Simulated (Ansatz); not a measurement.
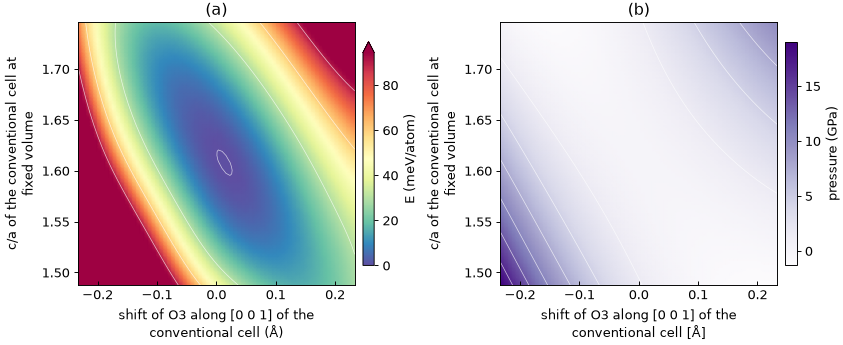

ZnO (P6_3mc, No. 186; 4 atoms in the cell). The energy is mapped over a free internal coordinate and the cell. Coordinates scanned: (1) shift of O3 along [0 0 1] of the conventional cell, Cartesian (0 0 1), its symmetry partners moved as symmetry demands (measured in the relaxed cell); (2) c/a of the conventional cell at fixed volume. Nothing is relaxed (all other coordinates fixed). The grid has 5 × 5 points. Points are written as (first, second). Energies: meV/atom, counted from the lowest grid point. Method: DFT LDA, scalar-relativistic, plane waves, PAW (Ansatz). Settings: cutoff 520 eV, k-mesh 12×12×6 in the order of the run's cell vectors, gaussian smearing 0.05 eV, no spin polarisation.

Panel (a) is the energy and panel (b) the computed pressure on the same grid.

The picture shows a smooth colour map with a few white contour lines, one colour for all values above the top of the scale. Between grid points the surface is interpolated.

Question: How does the pressure vary over the map, and what is it at the lowest grid point?

Answer: It runs from −1.3 GPa at (0.233 Å, 1.488) to 19.0 GPa at (−0.233 Å, 1.488). At the lowest grid point, (0.000 Å, 1.617), it is 0.0 GPa.

PAW datasets: the set soft_1.
